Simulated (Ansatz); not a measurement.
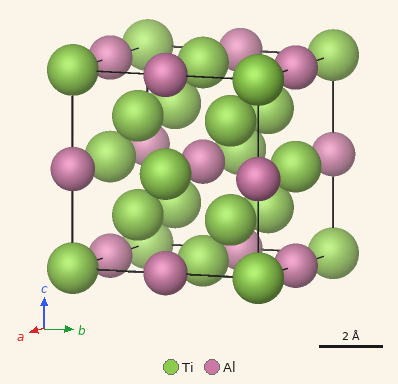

Drawn in the spheres-only manner and seen slightly off an axis. One conventional unit cell is outlined, and atoms on its boundary appear in each equivalent place. Cell: a = 6.425 Å, b = 6.425 Å, c = 6.425 Å, α = 90.00°, β = 90.00°, γ = 90.00°.

- The material is Ti3Al.
- The lattice is face-centred cubic and the space group Fm-3m (No. 225).
- The arrangement is known as D0₃ (BiF₃ or Fe₃Al type).
- With Z = 4, the cell contains 12 Ti, 4 Al.
- Al is linked to eight Ti in a cubic arrangement at about 2.8 Å. Ti takes two kinds of site: 8c with four Ti and four Al in a cubic arrangement (about 2.8 Å to Ti, 2.8 Å to Al); 4a with eight Ti in a cubic arrangement at about 2.8 Å. Not all metal-metal contacts are counted.

Origin of the cell: a structure listed in the Materials Project. The structure drawn was relaxed with DFT r2SCAN, scalar-relativistic, plane waves, PAW (Ansatz 0.2.0).
